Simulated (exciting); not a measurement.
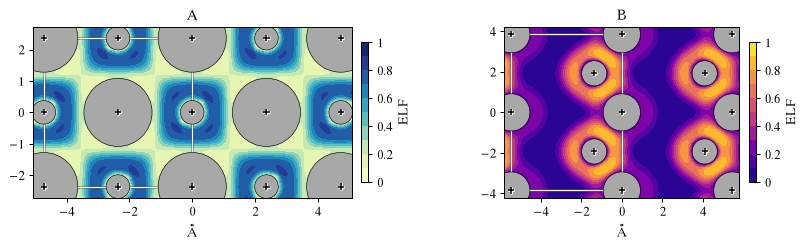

The electron localisation function of 2 systems, each on a plane through atoms (crosses mark nuclei in the plane; grey discs cover the cores).

Method: Kohn-Sham DFT of a periodic cell, PBE, spin-orbit coupling, all-electron LAPW+lo, shipped species files (exciting sodium).

System 1: ZrC, the (010) plane of the conventional cell. Space group Fm-3m.

```
Zr C
1.0
     4.73000    0.00000    0.00000
     0.00000    4.73000    0.00000
     0.00000    0.00000    4.73000
Zr C
4 4
Direct
  0.50000 0.00000 0.00000
  0.00000 0.50000 0.00000
  0.00000 0.00000 0.50000
  0.50000 0.50000 0.50000
  0.00000 0.00000 0.00000
  0.50000 0.50000 0.00000
  0.50000 0.00000 0.50000
  0.00000 0.50000 0.50000
```

System 2: GaP, the (011) plane of the conventional cell. Space group F-43m.

```
CELL_PARAMETERS angstrom
5.45050 0.00000 0.00000
0.00000 0.00000 -5.45050
0.00000 5.45050 0.00000
ATOMIC_POSITIONS crystal
Ga 0.50000 0.50000 0.00000
Ga 0.00000 0.50000 0.50000
Ga 0.00000 0.00000 0.00000
Ga 0.50000 0.00000 0.50000
P 0.75000 0.75000 0.25000
P 0.25000 0.75000 0.75000
P 0.25000 0.25000 0.25000
P 0.75000 0.25000 0.75000
```

### Match each panel to its system.

Panel A is system 1, ZrC: the plane holds Zr and C. Zr–C (2.37 Å): the ELF peaks at about 0.80 in the valence shell of C, 0.7 Å from its nucleus, and is about 0.25 at the midpoint; no shared electron pair shows on this line. Panel B is system 2, GaP: the plane holds Ga and P. Ga–P (2.36 Å): the ELF peaks at about 0.90 between the atoms; a covalent bond.
